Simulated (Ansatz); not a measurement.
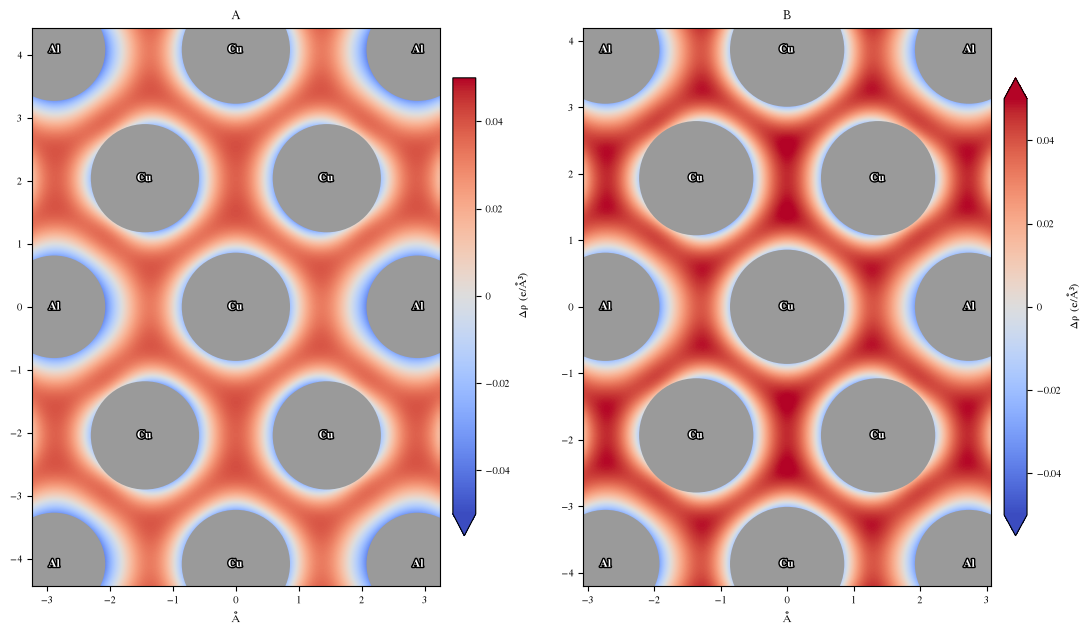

AlCu3: deformation density on the (101) plane of the conventional cell at two volumes, with the same fractional coordinates and one colour scale. Grey discs cover the cores.

Space group Fm-3m. The cell comes from a database of computed structures, not from a measurement.

Level of theory: DFT r2SCAN, scalar-relativistic, plane waves, PAW in Ansatz 0.2.0.

Q: Which panel is the larger cell, by how much, and what changes?

A: A is the larger cell: B has 85 % of the volume of A.
- From A to B, Al–Cu goes from 2.50 to 2.37 Å, and Δρ at its midpoint from +0.03 to +0.04 e/Å³.
- From A to B, Cu–Cu goes from 2.50 to 2.37 Å, and Δρ at its midpoint from +0.03 to +0.04 e/Å³.
- The pressure is 0 GPa in A and 37 GPa in B.
- The rearranged charge is 0.23 e an atom in A and 0.24 e in B.
